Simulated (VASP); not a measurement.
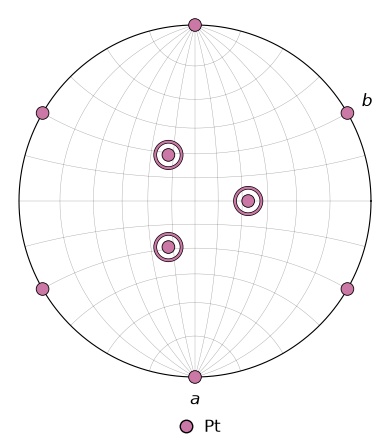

Directions from one platinum atom at (1/3, 2/3, 1/4) to its bonded neighbours, in stereographic projection down c (filled: above the plane of the page or in it, open: below). Crystal: Pt, a cell listed in the Materials Project, as set up for an electronic-structure calculation. The drawing is computed from the coordinates (standard cell, symmetry found to 0.002 Å).

Neighbours are counted up to 3.09 Å for Pt.

```
CELL_PARAMETERS angstrom
2.76067 0.00000 0.00000
-1.38033 2.39081 0.00000
0.00000 0.00000 4.79213
ATOMIC_POSITIONS crystal
Pt 0.33333 0.66667 0.25000
Pt 0.66667 0.33333 0.75000
```

### How many neighbours are there, and at what angles?

12: 6 Pt at 2.76 Å, 6 Pt at 2.88 Å. Angles between bonds: 57° (6×), 60° (6×), 61° (12×), 90° (12×), 113° (3×), 119° (12×), 120° (6×), 148° (6×), 180° (3×).

### What is the site's symmetry in the crystal?

Point group -6m2 (D3h), order 12: one −6 axis, three twofold axes, four mirror planes. In P6_3/mmc (No. 194) this is Wyckoff position 2c.
